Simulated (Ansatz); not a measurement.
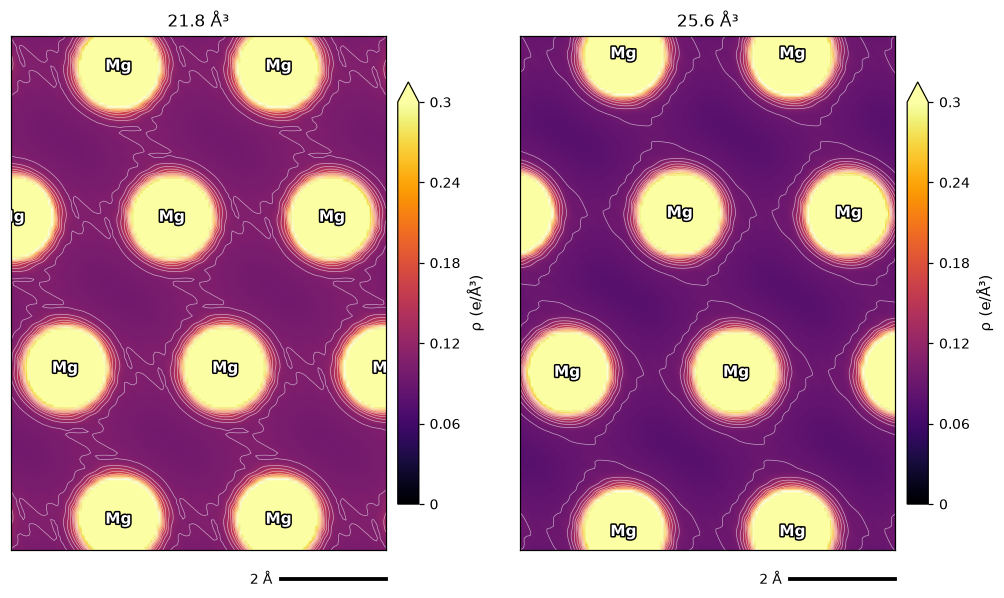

Mg. The valence pseudo-density of cells scaled evenly to different volumes (given per atom above each panel), on the (001) plane of each (indices in the axes of the cell below), at one length scale and on one colour scale.

A generated structure, not necessarily the stable one.

Computed with DFT, RPBE, plane waves (420 eV) with PAW, scalar-relativistic (Ansatz 0.2.0).

The density is the valence pseudo-density of a PAW calculation; it isn't the true density close to the nuclei.

The largest cell:

```yaml
crystal:
  lattice:
    - [-1.85623, 1.85623, 1.85623]
    - [1.85623, -1.85623, 1.85623]
    - [1.85623, 1.85623, -1.85623]
  atoms:
    - { symbol: Mg, position: [0.00000, 0.00000, 0.00000] }
```

| volume (Å³/atom) | Mg–Mg contact in the plane (Å) | ρ at its midpoint (e/Å³) | pressure (GPa) | 
| --- | --- | --- | --- |
| 21.79 | 3.048 | 0.106 | 3.3 | 
| 22.74 | 3.091 | ? | ? | 
| 25.58 | 3.215 | 0.089 | −2.2 | 

What values belong in the row with question marks?

Over the known rows ln ρ falls by 1.05 per Å of Mg–Mg distance (the line through the two), which gives 0.101 e/Å³ at 3.091 Å; the calculation gives 0.102 e/Å³. For the pressure, a straight line in volume between the neighbouring rows gives 1.9 GPa; the calculation gives 1.5, lower because pressure rises ever faster on compression.
